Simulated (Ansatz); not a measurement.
**A series of single points on FeO**

System: FeO (Fm-3m, 2 atoms in the cell).
Method: Kohn-Sham DFT of a periodic cell, LDA, all-electron LAPW, scalar-relativistic, spin-polarised (Ansatz 0.2.0).

The 7 runs differ only in the geometry, by an even scaling of the cell at fixed fractional positions. The structure derives from an entry of the Crystallography Open Database.

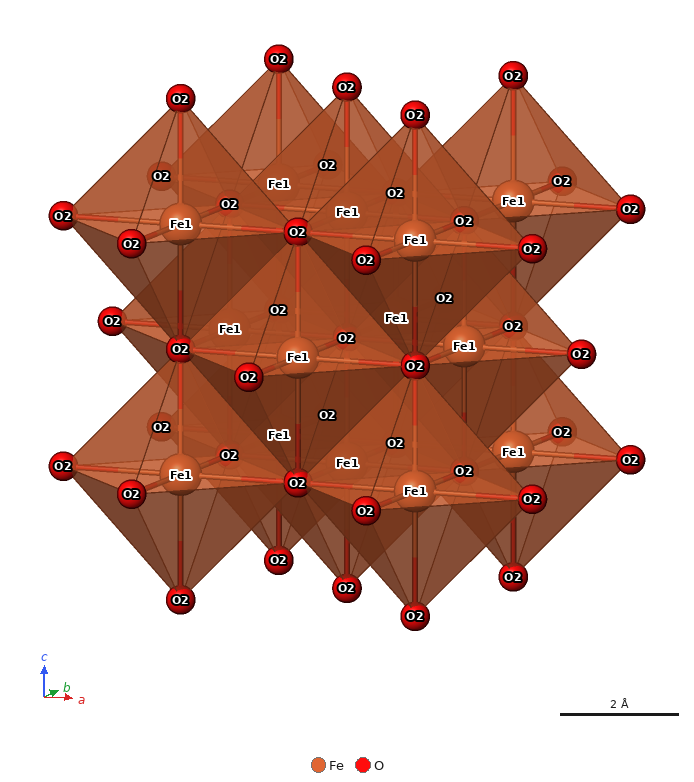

Figure 1. The structure of run 4 (polyhedral view of the cell 4 times as large as that of the calculation, set on its symmetry axes, seen slightly off an axis; polyhedra are completed across the faces of the cell; atoms are numbered from 1 in the order of the input).

## Input of run 4
```yaml
crystal:
  lattice:
    - [0.0, 2.1554, 2.1554]
    - [2.1554, 0.0, 2.1554]
    - [2.1554, 2.1554, 0.0]
  atoms:
    - { symbol: Fe, position: [0.0, 0.0, 0.0], spin: 3.0 }
    - { symbol: O, position: [0.5, 0.5, 0.5] }
kpoints:
  mp_grid: { grid: [11, 11, 11] }
scf:
  occupations: { method: fermi_dirac, width: 0.05 }
hamiltonian:
  xc: lda
  pseudopotentials: { kind: all_electron, lapw: { basis_error: 0.001 } }
magnetization:
  spin_polarized: true
output:
  forces: true
  stress: true
  eigenvalues: true
```

Command:
```bash
ansatz run input.yaml --threads 2 --pin off --max-ram 6144MiB --backend cpu --events-out ev --progress --plain --runs-dir out
```

Run 5 differs from it as follows:
```diff
-    - [0.0, 2.1554, 2.1554]
-    - [2.1554, 0.0, 2.1554]
-    - [2.1554, 2.1554, 0.0]
+    - [0.0, 2.1696745882, 2.1696745882]
+    - [2.1696745882, 0.0, 2.1696745882]
+    - [2.1696745882, 2.1696745882, 0.0]
```

## Results, with one run withheld

| run | volume per atom (Å³) | free energy per atom, from the lowest run given (meV) | pressure (GPa) |
| --- | --- | --- | --- |
| 1 | 9.413 | 0.00 | −4.91 |
| 2 | 9.613 | 8.48 | −8.66 |
| 3 | 9.813 | 21.60 | −12.29 |
| 4 | 10.013 | 39.08 | −15.61 |
| 5 | 10.214 | ? | ? |
| 6 | 10.414 | 85.33 | −21.17 |
| 7 | 10.614 | 113.28 | −23.50 |

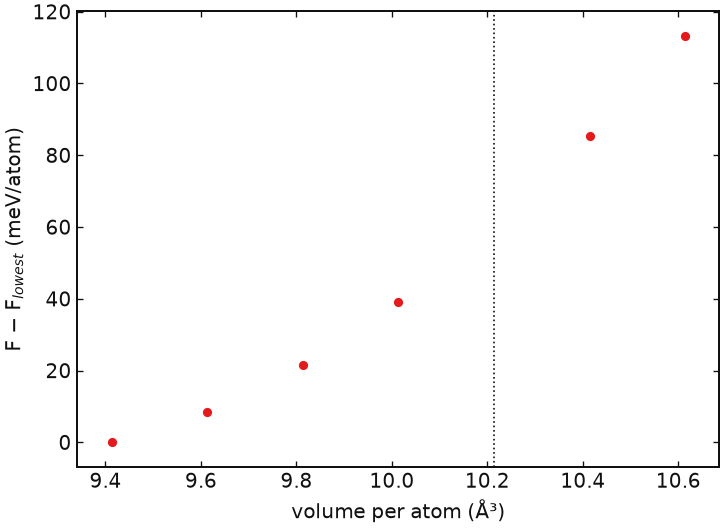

Figure 2. Free energy per atom of the runs given; the dotted line marks run 5.

Estimate the energy of run 5 from the others.

A cubic polynomial in V^(−2/3) (the Birch–Murnaghan form), fitted to the 6 runs given, misses them by at most 0.03 meV per atom. With x = V^(−2/3) − 0.21595 Å⁻², it reads F = 34.507 − 6404.5 x + 2.7384e+05 x² − 1.6514e+05 x³ (meV per atom). At run 5 it gives 60.50 meV per atom, and the run itself gives 60.47. The slope of the fit gives a pressure −dF/dV of −18.53 GPa there, and the run prints −18.55 GPa. The fit has no minimum inside this range.

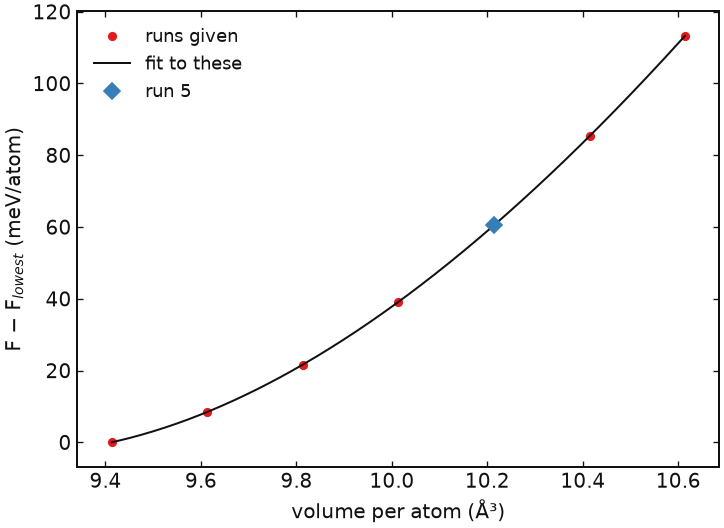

Figure 3. The fit and the withheld run.

## Output, shortened to warnings, some set-up lines, iterations and results (run 5)
```
Basis set: ecut = 343.972151646427 eV, 307 PW (Γ), exchange–correlation at level 2
Symmetry: 48 space group operations
k-points: 56 of 1331
Initial density: superposition of atomic densities (chi_scale 0.1, normalization cell, long waves kept (reshape's long-wave potential 0.00 eV rms))
[...]
SCF iter   1: F=—  HF=-36609.922886 eV  |F-HF|=—  |Δ(HF+E_count)|=         —  Δρ=6.12e-2 (↑5.37e-2 ↓6.12e-2)  dr2=1.72e0  dr2_m=2.78e-1  M=4.002 μB ∫|m|=4.002 μB  β_m=0.30  …
SCF iter   2: F=—  HF=-36609.001747 eV  |F-HF|=—  |Δ(HF+E_count)|=   9.21e-1  Δρ=3.28e-2 (↑3.28e-2 ↓3.14e-2)  dr2=3.75e-1  dr2_m=1.23e-1  M=4.001 μB ∫|m|=4.001 μB  β_m=0.47  …
SCF iter   3: F=—  HF=-36608.938885 eV  |F-HF|=—  |Δ(HF+E_count)|=   6.29e-2  Δρ=1.90e-2 (↑1.75e-2 ↓1.90e-2)  dr2=2.62e-1  dr2_m=1.50e-2  M=4.002 μB ∫|m|=4.004 μB  β_m=0.48  …
SCF iter   4: F=—  HF=-36608.840795 eV  |F-HF|=—  |Δ(HF+E_count)|=         —  Δρ=3.88e-3 (↑3.76e-3 ↓3.88e-3)  dr2=2.42e-3  dr2_m=1.78e-3  M=4.000 μB ∫|m|=4.003 μB  β_m=0.48  …
SCF iter   5: F=—  HF=-36608.842276 eV  |F-HF|=—  |Δ(HF+E_count)|=   1.48e-3  Δρ=3.13e-3 (↑3.13e-3 ↓1.22e-3)  dr2=4.68e-3  dr2_m=2.76e-4  M=4.001 μB ∫|m|=4.005 μB  β_m=0.47  …
SCF iter   6: F=—  HF=-36608.839150 eV  |F-HF|=—  |Δ(HF+E_count)|=   3.13e-3  Δρ=1.35e-3 (↑1.34e-3 ↓1.35e-3)  dr2=1.76e-4  dr2_m=2.66e-4  M=4.001 μB ∫|m|=4.005 μB  β_m=0.57  …
SCF iter   7: F=—  HF=-36608.839689 eV  |F-HF|=—  |Δ(HF+E_count)|=   5.39e-4  Δρ=2.80e-4 (↑1.52e-4 ↓2.80e-4)  dr2=6.26e-6  dr2_m=8.34e-6  M=4.001 μB ∫|m|=4.005 μB  β_m=0.76  …
SCF iter   8: F=—  HF=-36608.839706 eV  |F-HF|=—  |Δ(HF+E_count)|=   1.63e-5  Δρ=7.82e-5 (↑3.69e-5 ↓7.82e-5)  dr2=2.33e-6  dr2_m=1.12e-7  M=4.001 μB ∫|m|=4.005 μB  β_m=0.63  …
SCF iter   9: F=—  HF=-36608.839701 eV  |F-HF|=—  |Δ(HF+E_count)|=   4.69e-6  Δρ=1.45e-5 (↑8.27e-6 ↓1.45e-5)  dr2=9.91e-8  dr2_m=2.58e-9  M=4.001 μB ∫|m|=4.006 μB  β_m=0.69  …
SCF iter  10: F=—  HF=-36608.839701 eV  |F-HF|=—  |Δ(HF+E_count)|=   6.85e-8  Δρ=4.30e-6 (↑2.77e-6 ↓4.30e-6)  dr2=9.63e-9  dr2_m=2.44e-10  M=4.001 μB ∫|m|=4.006 μB  β_m=0.83  …
SCF iter  11: F=-36608.839701 eV  HF=-36608.839701 eV  |F-HF|=1.48e-9  |Δ(HF+E_count)|=   8.96e-9  Δρ=1.14e-6 (↑5.07e-7 ↓1.14e-6)  dr2=5.98e-10  dr2_m=2.62e-11  M=4.001 μB …
SCF 1 converged in 11 iterations: F = -36608.839701 eV  dr2 = 5.98e-10
SCF converged after 11 iterations
Magnetization: 4.0008 μB (14.0004 up, 9.9996 down)
Absolute magnetization: 4.0055 μB (∫|ρ↑−ρ↓|)
Spin contamination: 0.0099 ħ² per cell (⟨S²⟩ above its minimum at these occupations)
Per-site moments (μB) at R_I (Å): [(3.596801500495994, 1.1819475097666459), (0.335217202488312, 0.9877270461026835)]
Free energy (F): -36608.839701 eV
Harris-Foulkes:  -36608.839701 eV  (|F-HF|=1.48e-9)
Internal energy: -36608.827367 eV  (E = F + TS)
E sigma→0 (E₀):  -36608.833534 eV
Entropy (-TS):   -0.012335 eV (-6.167 meV/atom)
Fermi energy:    13.870676 eV
--- Per-component energies (eV) ---
  E_band       = -1254.984661
  E_kinetic    = 37055.044489
  E_xc         = -1680.659793
  E_electrostatic = -71983.212062  (all electrons and nuclei)
  E_smearing   = -0.012335  (= −TS)
  E_closure    = 0.000000  (closes the sum)
  E_atoms      = -36591.452944  (free atoms, spherical and without spin; not in F)
  Σ components = -36608.839701   (vs F -36608.839701, Δ=0.00e0)
  Basis errors (estimates in eV, not in F): energy 3.7e-4 per atom: plane waves 3.3e-4 (1.8e-4 summed), levels above the bands 7.1e-125, relativity 4.3e-9, radial functions 3.7e-5, core shells 2.1e-8; eigenvalues (radial functions only) 5.3e-5; not estimated: angular momenta, meshes, grids; target …
--- Forces (eV/Å), atoms counted from 1 ---
  atom   1  Fe     0.00000000     0.00000000    -0.00000000
  atom   2  O      0.00000000    -0.00000000    -0.00000000
  max |Σ_I F_I| component: 3.86e-30 eV/Å
--- Stress (GPa, compression-positive) ---
      -18.550796       0.000000      -0.000000
        0.000000     -18.550796      -0.000000
       -0.000000      -0.000000     -18.550796
  P = ⅓ Tr σ = -18.5508 GPa (-185.508 kbar)
```
